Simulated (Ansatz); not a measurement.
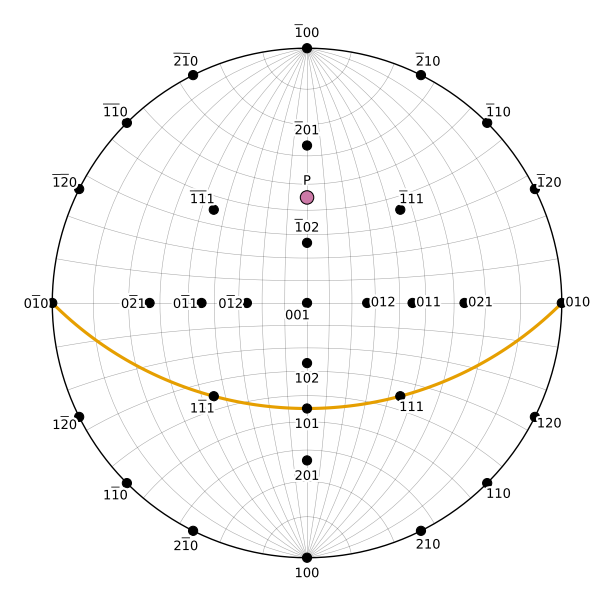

For Fe, the input geometry of an electronic-structure calculation (not necessarily at equilibrium); the starting structure was generated, so it need not be a known form of this composition: stereographic projection of plane normals (upper hemisphere) centred on (0 0 1). Symmetry computed with spglib at a tolerance of 0.002 Å; standard conventional cell.

a = 4.943 Å, b = 4.943 Å, c = 4.943 Å, α = 90.00°, β = 90.00°, γ = 90.00°.

> Index the pole marked P.

P is (−1 0 1), 45.0° from the centre.

> Which zone does the coloured great circle trace?

The zone [1 0 −1]: its poles satisfy h − l = 0.

> What is the angle between the normals of (1 −1 0) and (0 2 1), and what are their d_hkl = 1/|g|?

129.2°; d = 3.496 Å and 2.211 Å.
